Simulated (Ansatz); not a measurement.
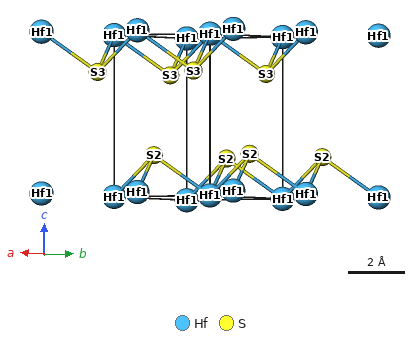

**Figure 1.** The structure (ball-and-stick view of the cell of the calculation, repeated 2 × 2 × 1, seen at an oblique angle; atoms are numbered from 1 in the order of the input). An atom can appear more than once, as a periodic image.

## HfS$_{2}$: GW calculation

- system: HfS$_{2}$ (3 atoms in the cell)
- method: DFT, PBE, plane waves, PAW, no spin polarisation (Ansatz 0.2.0)

The structure was built on a prototype by a generator. Some settings of this run were made unusual or wrong on purpose. The geometry comes from this level: r2scan-rvv10. Figures and captions count atoms from 1; the log counts them from 0 in places.

## The input
```yaml
crystal:
  lattice:
    - [3.6302959563, 0.0, 0.0]
    - [-1.8151479781, 3.1439285214, 0.0]
    - [0.0, 0.0, 5.8783581538]
  atoms:
    - { symbol: Hf, position: [0.0, 0.0, 0.0] }
    - { symbol: S, position: [0.3333333333, 0.6666666667, 0.2446279711] }
    - { symbol: S, position: [0.6666666667, 0.3333333333, 0.7553720289] }
kpoints:
  mp_grid: { grid: [6, 6, 2] }
hamiltonian:
  xc: pbe
scf:
  occupations: { method: fixed }
gw:
  n_empty_bands: 2
  ecut_chi: 80
  qp_bands: [v1, c1]
  qp_kpoints: band_edges
  screening: { model: contour_deformation }
```

Hardware: 4 threads of Arm Neoverse V1, 112 GiB of memory available, shared host.

Launch command:
```bash
ansatz run input.yaml --threads 4 --pin off --max-ram 3686MiB --backend cpu --events-out ev --progress --plain --runs-dir out
```

## The program's output
```
Engine: ansatz 0.2.0, aarch64-unknown-linux-gnu
Pseudopotentials: kind: paw
Pseudopotential: Hf, paw, valence charge 26, recommended cutoff 420 eV (normal), Hf.paw.azcp
Pseudopotential: S, paw, valence charge 6, recommended cutoff 420 eV (normal), S.paw.azcp
Functional definition: PBE
  parameter kappa = 0.804
  parameter beta = 0.06672455060314922
  exchange = pbe_x(kappa = kappa, mu = beta*pi^2/3)
  correlation = pbe_c(beta = beta)
Crystal: 3 atoms, lattice volume = 67.092 Å³
Basis set: ecut = 420 eV, 1315 PW (Γ)
Bands: 23, of which v1, the nominal top of the filled ones, is band 19 counted from 1 (18 counted from 0)
Symmetry: 12 space group operations
Space group: P-3m1 (ITA 164), of the structure as read, at distance tolerance 4.1e-5 Å
k-points: 14 of 72
Non-local potential: Hf, projectors of the file, l = 0: 3, l = 1: 2, l = 2: 2, l = 3: 3
Non-local potential: S, projectors of the file, l = 0: 2, l = 1: 2, l = 2: 2
PAW form: soft (Blöchl's): semilocal exchange-correlation on the pseudo side does not see the compensation charge
PAW one-centre angular grid: Hf, 590 points (default); XC on 64 Gauss nodes
PAW one-centre angular grid: S, 110 points (default); XC on 64 Gauss nodes
Initial density: superposition of atomic densities (neutral atoms: chi_scale 0, normalization atom), corrected by the library's trained network
Initial wavefunctions: pseudopotential atomic-orbital guess
Functional: x = pbe(κ = 0.804, μ = 0.2195149727645171), c = pbe(β = 0.06672455060314922)
SCF iter   1: F=—  HF=-17530.154603 eV  |F-HF|=—  |Δ(HF+E_count)|=         —  Δρ=1.45e-3  dr2=6.90e-4  ethr=1.77e-3  ⟨swp⟩=4.9  Hψ=1221  notcnv=0  defer=25
preconditioner: auto → Resta (q_TF=auto, 2.482 Å⁻¹)  ε∞=5.5  [insulator: Δε(μ)=1.040 eV  Ē_g=11.745 eV  n_scr=22 (ndim 8)  ℏωp=24.8 eV  f_vac=0.071  ε∞_Penn≈5.5]
SCF iter   2: F=—  HF=-17530.154117 eV  |F-HF|=—  |Δ(HF+E_count)|=   4.86e-4  Δρ=8.59e-4  dr2=2.60e-4  ethr=1.82e-6  ⟨swp⟩=2.6  Hψ=728  notcnv=0  defer=26
SCF iter   3: F=—  HF=-17530.154457 eV  |F-HF|=—  |Δ(HF+E_count)|=   3.40e-4  Δρ=1.86e-4  dr2=6.69e-5  ethr=6.83e-7  ⟨swp⟩=2.0  Hψ=486  notcnv=0  defer=25
SCF iter   4: F=—  HF=-17530.154453 eV  |F-HF|=—  |Δ(HF+E_count)|=   3.95e-6  Δρ=7.79e-5  dr2=9.39e-6  ethr=1.76e-7  ⟨swp⟩=2.0  Hψ=389  notcnv=0
SCF iter   5: F=—  HF=-17530.154458 eV  |F-HF|=—  |Δ(HF+E_count)|=   4.71e-6  Δρ=2.34e-5  dr2=3.89e-7  ethr=2.47e-8  ⟨swp⟩=2.9  Hψ=568  notcnv=0
SCF iter   6: F=—  HF=-17530.154459 eV  |F-HF|=—  |Δ(HF+E_count)|=   6.93e-7  Δρ=1.67e-5  dr2=3.42e-7  ethr=2.63e-10  ⟨swp⟩=5.8  Hψ=1225  notcnv=0
SCF iter   7: F=-17530.154459 eV  HF=-17530.154459 eV  |F-HF|=4.10e-8  |Δ(HF+E_count)|=   1.82e-8  Δρ=5.84e-6  dr2=2.46e-8  ethr=2.63e-10  ⟨swp⟩=2.2  Hψ=1010  notcnv=0
SCF 1 converged in 7 iterations: F = -17530.154459 eV  dr2 = 2.46e-8
  greatest PAW one-centre occupation: 0.999 electrons in one spin orbital (limit 2), on the Hf atom at site 0 (counted from 0), in its partial waves of l = 0
NSCF: frozen V_eff on 14 k-points
G₀W₀ screening: q 1/14
G₀W₀ screening: q 2/14 (q-point 11)
G₀W₀ screening: q 3/14 (q-point 12)
G₀W₀ screening: q 4/14 (q-point 3)
G₀W₀ screening: q 5/14 (q-point 4)
G₀W₀ screening: q 6/14 (q-point 5)
G₀W₀ screening: q 7/14 (q-point 6)
G₀W₀ screening: q 8/14 (q-point 9)
G₀W₀ screening: q 9/14 (q-point 10)
G₀W₀ screening: q 10/14 (q-point 7)
G₀W₀ screening: q 11/14 (q-point 8)
G₀W₀ screening: q 12/14 (q-point 13)
G₀W₀ screening: q 13/14 (q-point 14)
G₀W₀ screening: q 14/14 (q-point 2)
G₀W₀ self-energy: k 1/8
G₀W₀ self-energy: k 2/8
G₀W₀ self-energy: k 3/8
G₀W₀ self-energy: k 4/8
G₀W₀ self-energy: k 5/8
G₀W₀ self-energy: k 6/8
G₀W₀ self-energy: k 7/8
G₀W₀ self-energy: k 8/8
SCF converged after 7 iterations
Free energy (F): -17530.154459 eV
Harris-Foulkes:  -17530.154459 eV  (|F-HF|=4.10e-8)
Internal energy: -17530.154459 eV  (E = F + TS)
E sigma→0 (E₀):  -17530.154459 eV
Fermi energy:    9.055277 eV
--- Per-component energies (eV) ---
  E_band       = -209.964600
  E_kinetic    = 634.776466
  E_local      = -8203.419176  (includes V_loc(G=0)·N_el)
  E_nonlocal   = -1186.832600
  E_hartree    = 3785.698400
  E_xc         = -494.262517
  E_vxc        = -441.008888  (∫ρ·V_xc dr)
  E_paw        = -8127.443945  (= ΣΔE_a)
  E_vpaw       = 1415.124901  (= ΣTr[D̂ρ^β])
  E_aug_tail   = 0.000002  (compensation charges beyond the density's cutoff)
  E_ewald      = -3938.671089
  E_smearing   = -0.000000  (= −TS)
  E_closure    = -0.000000  (closes the sum)
  Σ components = -17530.154459   (vs F -17530.154459, Δ=0.00e0)
--- Band table (eV; the first three rows and the last of 14) ---
  k-point 0: bands = ["-52.9937", "-21.6846", "-21.5674", "-21.5674", "-4.1070", "-3.1152", "-2.9514", "-2.9321", "-2.9321", "-2.9244", "-2.9244", "-2.9097", "-2.1857", "4.2577", "6.2040", "6.2040", "8.9427", "8.9427", "9.0553", "10.9795", "10.9795", "11.6250", "14.4287"]
  k-point 1: bands = ["-52.9937", "-21.6848", "-21.5674", "-21.5674", "-3.8744", "-3.2016", "-2.9514", "-2.9321", "-2.9321", "-2.9244", "-2.9244", "-2.9096", "-2.4948", "5.3870", "6.2440", "6.2440", "7.2205", "8.8096", "8.8096", "10.9359", "10.9359", "11.8892", "14.8629"]
  k-point 2: bands = ["-52.9921", "-21.6750", "-21.6169", "-21.5785", "-3.8110", "-3.0921", "-2.9488", "-2.9287", "-2.9280", "-2.9252", "-2.9153", "-2.9144", "-2.2594", "4.6444", "5.9134", "6.3614", "7.3590", "8.3262", "8.9623", "10.8743", "11.7319", "12.0767", "14.0646"]
  k-point 13: bands = ["-52.9864", "-21.7023", "-21.7023", "-21.6413", "-3.0306", "-3.0306", "-2.9401", "-2.9358", "-2.9323", "-2.9323", "-2.9150", "-2.4088", "-2.4088", "5.2832", "5.2923", "5.2923", "6.8197", "7.2118", "7.2118", "11.7750", "12.3609", "12.3609", "15.2651"]
--- G₀W₀: contour deformation, 6 samples at zero and on the imaginary axis and 1 off it, 72 q-points, 2 empty bands' worth ---
  eigenvalues of the whole cell's RPA ε∞ on this k-mesh (on a slab, of 1 + 4πα/V) = 2.8731, 8.3427, 8.3427; static W/v taken at q = 0 is 0.190645
  bands read: the sum over 21 bands ends inside a degenerate multiplet in 2 slots, whose members it reads at an even weight; the widest, k=12: bands 21 to 22 (counted from 1) at 1/2 each
  gw.qp_kpoints: band_edges: 8 of 14 stored k-points solved, in 1 pass; an edge of the gap read off the rows below is read off those points alone
    valence top: of the k-points left out ik 8 came nearest to being solved in a further pass, in band 19 (counted from 1, as in the quasiparticle table): it holds the edge there only if its correction is more favourable than any solved in that band by at least 0.606 eV; those differ by 0.283 eV
    conduction bottom: of the k-points left out ik 11 came nearest to being solved in a further pass, in band 20 (counted from 1, as in the quasiparticle table): it holds the edge there only if its correction is more favourable than any solved in that band by at least 0.859 eV; those differ by 0.286 eV
  `?` marks the rows in doubt; gw_qp.tsv's column doubts and the gw_qp event give each row's grounds
    ik  band        ε_KS         Σx   Σc(E_QP)       V_xc       Z   E_QP_lin       E_QP  E_QP is
     0    19      9.0553   -18.5130     2.6772   -16.0737  0.7249     9.2911     9.2933  root
     0    20     10.9795   -10.8287    -2.9945   -15.9439  0.7319    13.3756    13.1002  root ?
     1    19      8.8096   -18.6001     2.5428   -16.2582  0.7372     9.0090     9.0105  root
     1    20     10.9359   -10.7299    -2.9934   -15.8221  0.7317    13.2968    13.0348  root ?
     2    19      8.9623   -18.4976     2.6956   -16.0333  0.7207     9.1915     9.1936  root
     2    20     10.8743   -10.5355    -2.7429   -15.3994  0.7408    13.2525    12.9952  root ?
     3    19      8.2559   -18.1196     2.5273   -15.8009  0.7207     8.4628     8.4646  root
     3    20     10.8215   -10.4701    -2.7489   -15.2991  0.7405    13.1415    12.9016  root ?
     4    19      7.9660   -17.8792     2.9057   -15.1240  0.6945     8.1178     8.1166  root
     4    20     10.4177   -10.3565    -2.5841   -14.8118  0.7416    12.5655    12.2889  root ?
     5    19      8.0899   -18.2173     2.9496   -15.3521  0.6947     8.1737     8.1742  root
     5    20     10.3056   -10.0232    -2.6491   -14.5458  0.7435    12.4541    12.1791  root ?
     6    19      7.6839   -18.5071     2.9151   -15.5471  0.7022     7.6389     7.6391  root
     6    20     10.2341   -10.4017    -2.4411   -14.6773  0.7415    12.2936    12.0686  root ?
     7    19      8.1416   -18.5043     2.9218   -15.6496  0.6988     8.2085     8.2088  root
     7    20     10.0894   -10.0471    -2.5323   -14.4297  0.7428    12.1756    11.9396  root ?
```

## Outcome

```tsv
quantity	value
outcome	converged
space group (tolerance 0.01 Å)	P-3m1 (164)
electrons treated	38
free energy	−17530.1545 eV
Fermi energy	9.055 eV
gap on the k-point mesh	1.03 eV
quasiparticle gap on the mesh	2.65 eV
wall time	5.1 s (CPU time 15 s)
peak memory	0.32 GiB
```

## What went wrong

Some settings of this run were drawn to be unusual or wrong. It converged; results that depend on the unusual settings are not reference values. The GW levels are not extrapolated in basis or mesh.
